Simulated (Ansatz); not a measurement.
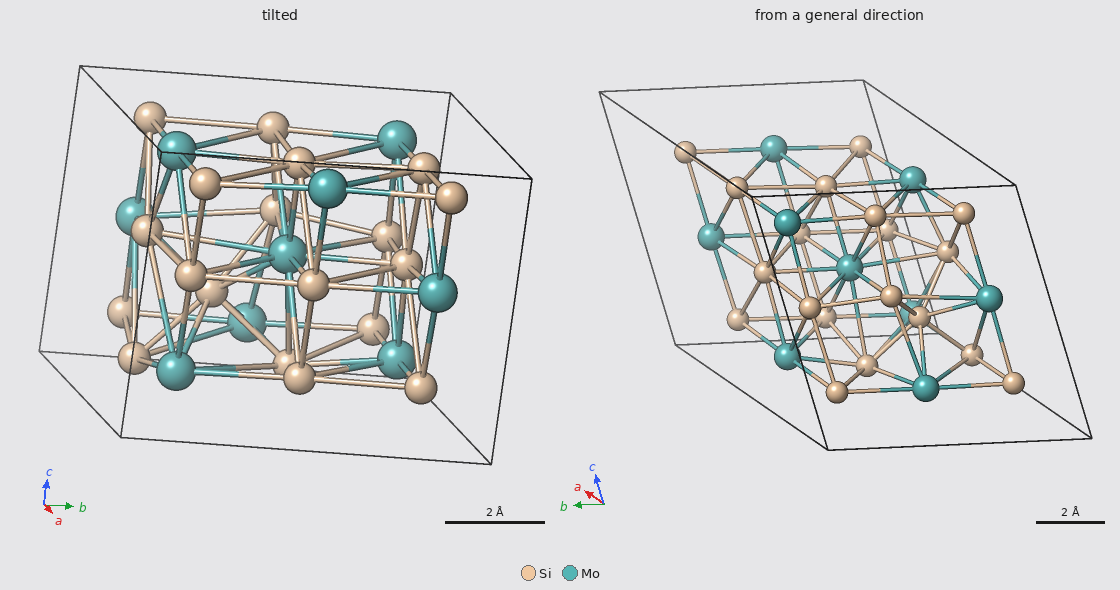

View slightly off an axis and from a general direction, drawn as a ball-and-stick model. The parallelepiped is the supercell. The host is Si$_{2}$Mo, in a cell of 27 sites, and the cell is neutral.

What kind of defect was put in?

Answer. An interstitial silicon atom. It is bonded to four Si and four Mo (about 2.2 Å to Si, 2.6 Å to Mo). Not all metal-metal contacts are counted.

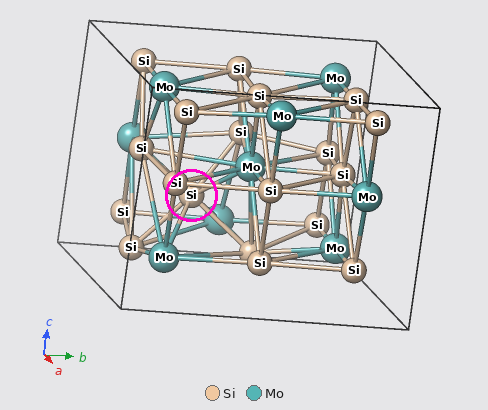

The same cell with a ring at the defect's site.

The atoms were relaxed in the host's cell with DFT PBE, scalar-relativistic, plane waves, PAW (Ansatz 0.2.0).
